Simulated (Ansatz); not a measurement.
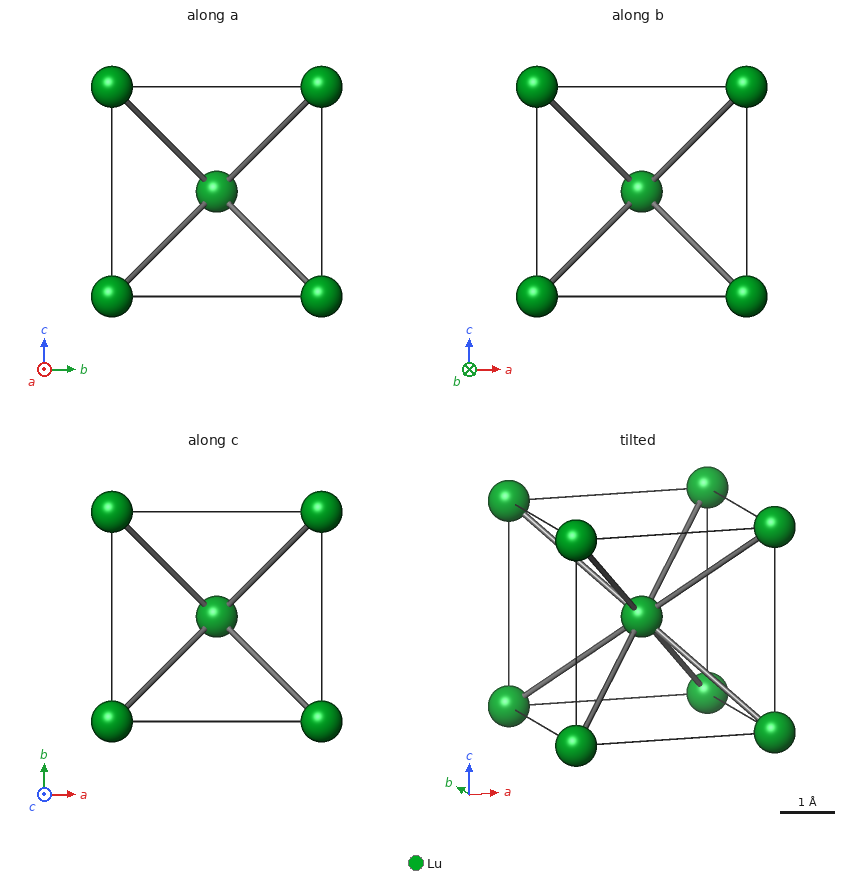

Structure drawing (ball-and-stick), viewed along the a axis, along the b axis, along the c axis and slightly off an axis. Lines trace the edges of the conventional unit cell.

Lattice parameters: a = 3.886 Å, b = 3.886 Å, c = 3.886 Å, α = 90.00°, β = 90.00°, γ = 90.00°.

Write down what is shown as a table of Wyckoff sites.

Space group Im-3m (No. 229).
```json
{"atom": "Lu", "site": "2a", "x": "0.0000", "y": "0.0000", "z": "0.0000"}
```

Its origin is a structure type filled with this element by a generator (whether the element takes this form wasn't checked). Earlier steps of the study may have refined or changed the cell and positions. It went into a calculation with Ansatz.
